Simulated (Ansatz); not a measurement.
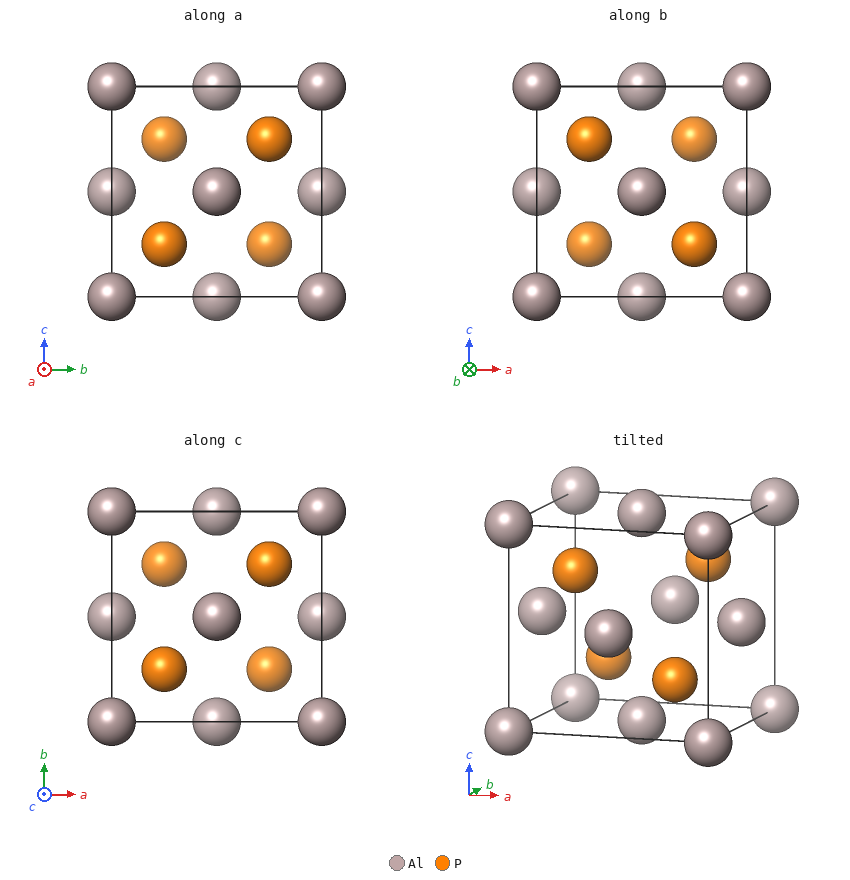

Shown here is a spheres-only view of the crystal, taken along the a axis, along the b axis, along the c axis and slightly off an axis. Atoms at the boundary of the conventional unit cell (the box) are drawn once for each face, edge or corner they touch.

Lattice parameters: a = 5.259 Å, b = 5.259 Å, c = 5.259 Å, α = 90.00°, β = 90.00°, γ = 90.00°.

Q: Give the structure in the form of a table of Wyckoff sites.

A: Space group F-43m (No. 216).
```json
{"atom": "Al", "site": "4a", "x": "0.0000", "y": "0.0000", "z": "0.0000"}
{"atom": "P", "site": "4d", "x": "0.2500", "y": "0.2500", "z": "0.7500"}
```

The cell started as a structure type filled with these elements by a generator (whether the compound takes this form wasn't checked). Earlier steps of the study may have refined or changed the cell and positions. It went into a calculation with Ansatz.
